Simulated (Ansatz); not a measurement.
Start from this file.

Space group Pnma (No. 62). a = 11.194 Å, b = 3.880 Å, c = 4.534 Å, α = 90.00°, β = 90.00°, γ = 90.00°
```json
{"atom": "Ge", "site": "4c", "symmetry": ".m.", "x": "0.1267", "y": "0.2500", "z": "0.1207"}
{"atom": "Se", "site": "4c", "symmetry": ".m.", "x": "0.8526", "y": "0.2500", "z": "0.4993"}
```

Q: What does this file describe?

A: Its composition is GeSe. Its lattice is primitive orthorhombic, its space group Pnma (No. 62). The cell has 8 atoms, namely 4 Ge, 4 Se. About every Ge there are three Se in a trigonal pyramidal arrangement at 2.59 to 2.60 Å. The coordination shell of Se holds three Ge in a trigonal pyramidal arrangement at 2.59 to 2.60 Å. The bonds build GeSe layers parallel to (100).

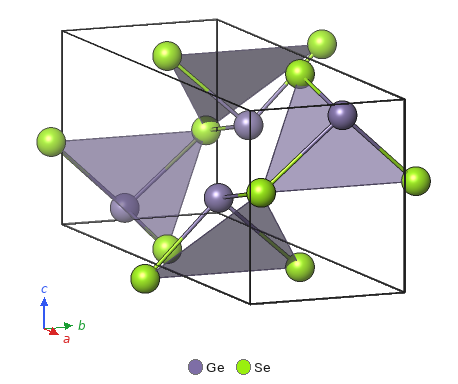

The figure gives a polyhedral picture of the atoms, viewed slightly off an axis. Lines trace the edges of the conventional unit cell. A few atoms beyond the faces are included.

The model was built from a structure listed in the Materials Project. Earlier steps of the study, as a rule a relaxation of our own, may have changed the cell and positions, so they can lie some per cent off the listed ones. It went into a calculation with Ansatz.
